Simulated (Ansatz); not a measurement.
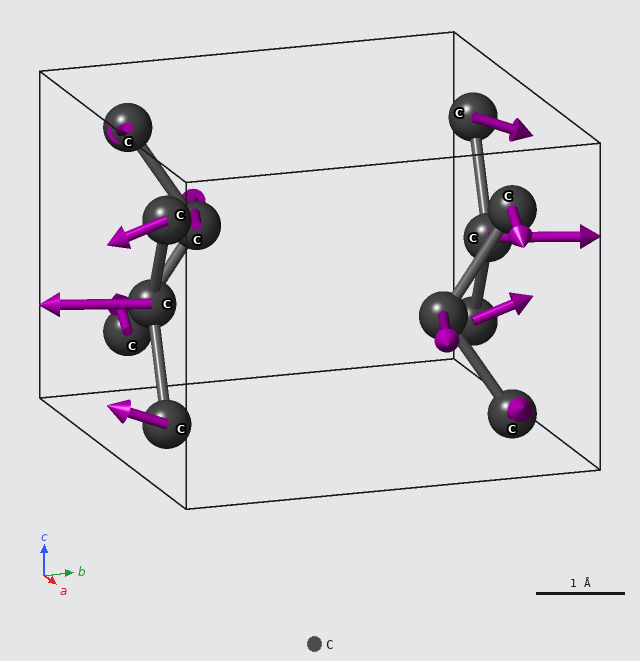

This is a relaxation of crystalline C (a generated structure, set up in P4/m) (coarse preliminary run). The starting structure is drawn; purple arrows show the displacements (the part carried along by the change of the cell is left out), 5 times their true length.

Style: ball-and-stick. Shown: the cell of the calculation, slightly off an axis.

Level of theory: DFT PBE, scalar-relativistic, plane waves, PAW (Ansatz).

Input file:
```yaml
crystal:
  lattice:
    - [5.03494131, 0.0, 0.0]
    - [0.0, 5.03494131, 0.0]
    - [0.0, 0.0, 3.88848767]
  atoms:
    - { symbol: C, position: [0.954609, 0.63746353, 0.5] }
    - { symbol: C, position: [0.045391, 0.36253647, 0.5] }
    - { symbol: C, position: [0.36253647, 0.954609, 0.5] }
    - { symbol: C, position: [0.63746353, 0.045391, 0.5] }
    - { symbol: C, position: [0.20351015, 0.97451935, 0.18778569] }
    - { symbol: C, position: [0.79648985, 0.02548065, 0.18778569] }
    - { symbol: C, position: [0.02548065, 0.20351015, 0.18778569] }
    - { symbol: C, position: [0.97451935, 0.79648985, 0.18778569] }
    - { symbol: C, position: [0.79648985, 0.02548065, 0.81221431] }
    - { symbol: C, position: [0.20351015, 0.97451935, 0.81221431] }
    - { symbol: C, position: [0.97451935, 0.79648985, 0.81221431] }
    - { symbol: C, position: [0.02548065, 0.20351015, 0.81221431] }
basis:
  ecutwfc: 420
kpoints:
  mp_grid: { grid: [4, 4, 4] }
hamiltonian:
  xc: pbe
scf:
  occupations: { method: gaussian, width: 0.1 }
  lower_state_search: "off"
output:
  forces: true
  stress: true
  eigenvalues: true
relax:
  adjacent_minimum: "off"
  f_tol: 0.04
  max_steps: 70
  cell: { stress_tol: 0.4 }
```

Command:
```bash
ansatz run input.yaml --threads 1 --pin off --max-ram 2560MiB --backend cpu --events-out ev --progress --plain --runs-dir out
```

**Describe the change and its energy.**

The energy falls by 4.999 eV per cell of the calculation in 7 accepted moves (9 points after the start). The largest force component goes from 6.6 to 0.0057 eV/Å. Pressure: 41.25 GPa at the start and 0.01 GPa at the end. At 2 points the geometry stayed and the basis and grid were re-selected for the new cell (energy shift of 0.147 eV per cell of the calculation at most each time). The largest moves relative to the cell, 0.26 Å, are those of C1, C2, C3 and C4. C3 goes along [1 3 0]. Cell: a = b 5.035 → 5.474 Å (+8.7 %), c 3.888 → 3.868 Å (−0.5 %). Volume +17.6 %. Near-neighbour distances that change, for instance: C10–C11 1.460 → 1.605 Å, C1–C2 1.458 → 1.350 Å, C5–C10 1.460 → 1.558 Å, C1–C11 1.458 → 1.481 Å. Bond angles that change, for instance: C8–C1–C11 112.8° → 102.5°, C2–C1–C8 120.0° → 128.7°, C3–C5–C10 146.4° → 141.3°. The space group (tolerance 0.01 Å) goes from P4/m (No. 83) to P4/mmm (No. 123). The run took 51 s on 1 thread of Arm Neoverse V1, with other jobs on the host, peak memory 0.36 GiB.
